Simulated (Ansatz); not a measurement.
Consider Bi.

```
CELL_PARAMETERS angstrom
6.67256 0.00000 0.00000
0.00000 6.11080 0.00000
-1.15098 0.00000 3.03105
ATOMIC_POSITIONS crystal
Bi 0.25180 0.00000 0.14900
Bi 0.75180 0.50000 0.14900
Bi 0.24820 0.50000 0.85100
Bi 0.74820 0.00000 0.85100
```

Space group C2/m; changed on purpose from its base cell (zz strain of -2 %, PAW files); computed pressure about 3 GPa in this cell.

Method: Ansatz 0.2.0, DFT, PBEsol, PAW with Ansatz's default frozen-core files, scalar-relativistic.

> What can the converged valence pseudo-density and electron localisation function tell about the bonding?

Bi–Bi (3.24 Å): the density is about 0.21 e/Å³ at the midpoint; the ELF is about 0.35 at the midpoint.

> Metal or insulator at this level of theory?

It is metallic or semimetallic at this level of theory: no gap opens.

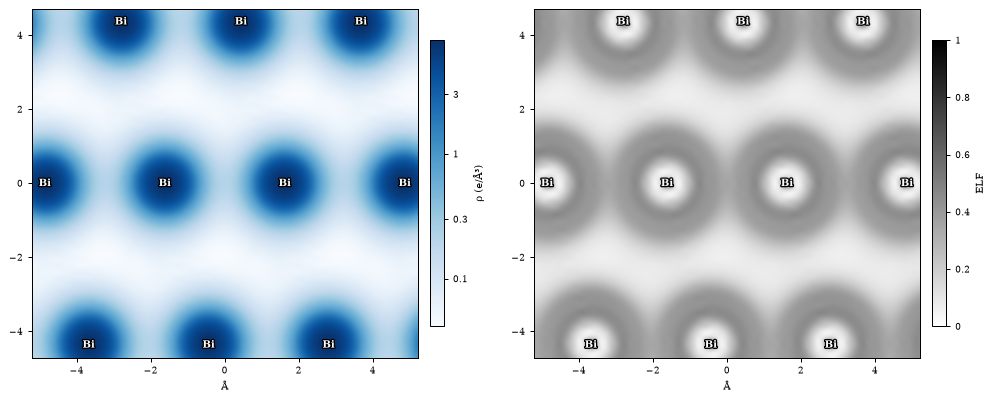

Computed valence pseudo-density and electron localisation function on the (110) plane of the conventional cell, in this order. 

Core electrons are frozen (PAW), and the valence fields are smoothed inside the atomic spheres.
